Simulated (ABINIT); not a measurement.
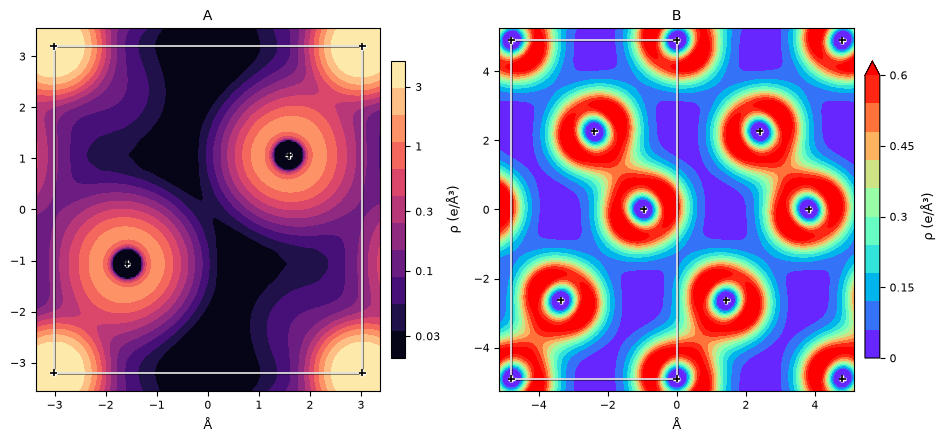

The valence electron density of 2 systems, each on a plane through atoms (crosses mark nuclei in the plane).

Method: ABINIT 10.8.3, Kohn-Sham DFT of a periodic cell, rPW86PBE, JTH PAW PBE v2.0.

System 1: ZrS2, the (110) plane of the conventional cell. Space group P-3m1; a structure from a database of computed crystals, not necessarily the ambient phase; not relaxed (largest force 0.3 eV/Å); computed pressure about 3 GPa in this cell.

```
CELL_PARAMETERS angstrom
3.69138 0.00000 0.00000
-1.84569 3.19683 0.00000
0.00000 0.00000 6.04108
ATOMIC_POSITIONS crystal
Zr 0.00000 0.00000 0.00000
S 0.33333 0.66667 0.23791
S 0.66667 0.33333 0.76209
```

System 2: I, the (100) plane of the conventional cell. Space group Cmce; not relaxed (largest force 1.3 eV/Å); computed pressure about 3 GPa in this cell.

### Match each panel to its system.

Panel A is system 1, ZrS2: the plane holds Zr and S. Zr–S (2.57 Å): ρ at the midpoint is about 0.43 e/Å³. Panel B is system 2, I: the plane holds I. I–I (2.68 Å): the density is about 0.51 e/Å³ at the midpoint.
